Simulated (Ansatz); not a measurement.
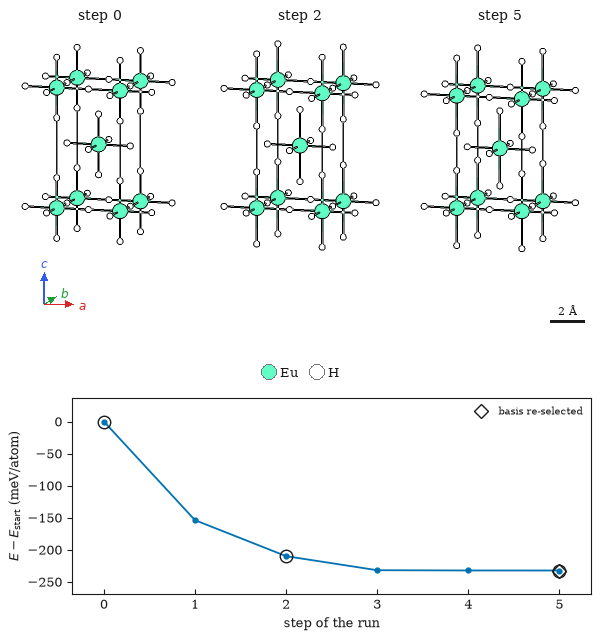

Frames of a relaxation of crystalline EuH$_{4}$ (a generated structure, set up in I4/mmm) (coarse preliminary run), marked on the history of the run. Style: ball-and-stick. Shown: the conventional cell (2 times the calculation's cell), slightly off an axis. Lengths and directions refer to the drawn axes.

Method: DFT PBE, scalar-relativistic, plane waves, PAW in Ansatz 0.2.0. Set-up: plane-wave cutoff 420 eV; k-point mesh 6 × 6 × 6; occupations gaussian; smearing width 0.1 eV; collinear spin; cell and atoms relaxed; force threshold 0.04 eV/Å; at most 70 steps.

Q: Describe the path.

A: The largest moves relative to the cell, 0.56 Å, are those of H atoms. Eu stays in place. The drawn cell changes as follows: a = b 3.979 → 4.092 Å (+2.9 %), c 7.289 → 6.799 Å (−6.7 %); the volume changes by −1.3 %. Among the contacts that change: Eu–H 1.836 → 2.270 Å, Eu–H 1.989 → 2.046 Å. The space group stays I4/mmm (No. 139). Over 4 accepted moves (5 points after the start) the energy falls by 232 meV per atom. The largest force component goes from 2.3 to 0.012 eV/Å. The pressure goes from 11.29 to −0.14 GPa. The SCF was repeated once at an unchanged geometry on a basis and grid sized afresh for the cell, which shifted the energy by 0.1 meV per atom at most. Cost: 17 s on 1 thread of Intel(R) Xeon(R) 6975P-C (Granite Rapids) (shared host), peak memory 0.43 GiB. From step 0 to 2: H atoms move most (0.38 Å), volume +4.7 %, energy −210 meV per atom. From step 2 to 5: H atoms move most (0.19 Å), volume −5.7 %, energy −22.4 meV per atom.

Limits of the set-up: 4f states are treated without a Hubbard U.
